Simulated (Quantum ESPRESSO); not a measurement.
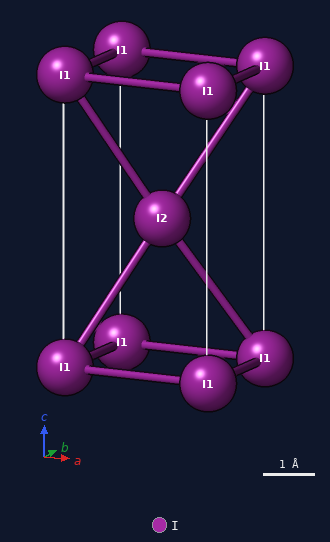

The structure as given in the input (ball-and-stick view of the cell of the calculation, seen slightly off an axis; atoms are numbered from 1 in the order of the input). An atom can appear more than once, as a periodic image. Near neighbours in the periodic cell (some may lie outside the picture): I has 8 I at 3.56 to 3.68 Å.

I: relaxation of cell and atoms

The run: relaxation of cell and atoms of I (2 atoms in the cell). Method and program: Kohn-Sham DFT of a periodic cell, PBEsol with D3, GBRV 1.5 LDA (Quantum ESPRESSO 7.5).

The structure derives from a Materials Project entry.

## Input file
```python
import numpy as np
from ase.calculators.espresso import Espresso, EspressoProfile
from ase.io import read

atoms = read('POSCAR')

input_data = {
    'control': {'calculation': 'scf', 'prefix': 'pwscf', 'outdir': './tmp', 'tprnfor': True, 'tstress': True, 'disk_io': 'low', 'nstep': 30},
    'system': {'ecutwfc': 45.0, 'ecutrho': 360.0, 'nbnd': 13, 'input_dft': 'pbesol', 'occupations': 'smearing', 'smearing': 'fd', 'degauss': 0.00999582, 'vdw_corr': 'grimme-d3', 'dftd3_version': 3},
    'electrons': {'conv_thr': 4e-10, 'electron_maxstep': 50, 'mixing_beta': 0.5, 'degauss': 0.01},
}
pseudopotentials = {'I': 'i_lda_v1.uspp.F.UPF'}
profile = EspressoProfile(command='pw.x', pseudo_dir='pseudo')
dft = Espresso(profile=profile, input_data=input_data, pseudopotentials=pseudopotentials, kpts=(4, 4, 3), koffset=(0, 0, 0))
atoms.calc = dft

from ase.optimize import LBFGS
from ase.filters import FrechetCellFilter
done = LBFGS(FrechetCellFilter(atoms), trajectory='opt.traj').run(fmax=0.02, steps=30)
print('converged', done)
print('cell (A)', np.round(atoms.cell.cellpar(), 5))
print(f'energy {atoms.get_potential_energy():.8f} eV')
print('forces (eV/A)')
print(np.round(atoms.get_forces(), 6))
print('stress (eV/A^3, Voigt)')
print(np.round(atoms.get_stress(), 8))
print(f'Fermi level {dft.get_fermi_level():.4f} eV')
```

## File POSCAR
```
I
1.0
   -2.0893754400      2.0893754400      2.0893754400
    2.0893754400     -2.0893754400      2.0893754400
    4.1787508800      4.1787508800      0.0000000000
I
2
Direct
    0.0068756600      0.0075591300      0.0030160800
    0.4931243400      0.4924408700      0.4969839200
```

Hardware: 1 thread of AMD EPYC (Zen 4), 16 GiB of memory available, shared host.

Command:
```bash
OMP_NUM_THREADS=1 python run.py
```

## Log
```
subprocess.CalledProcessError: Command '['pw.x', '-in', 'espresso.pwi']' returned non-zero exit status 1.
```

## What the run reported

- outcome: refused by the program
- space group (tolerance 0.01 Å): C2/m (12)

## What went wrong

Some settings of this run were drawn to be unusual or wrong (degauss set to 0.01). The program refused the input: “read_namelists (1): bad line in namelist &electrons: "   degauss          = 0.01" (error could be in the previous line)”
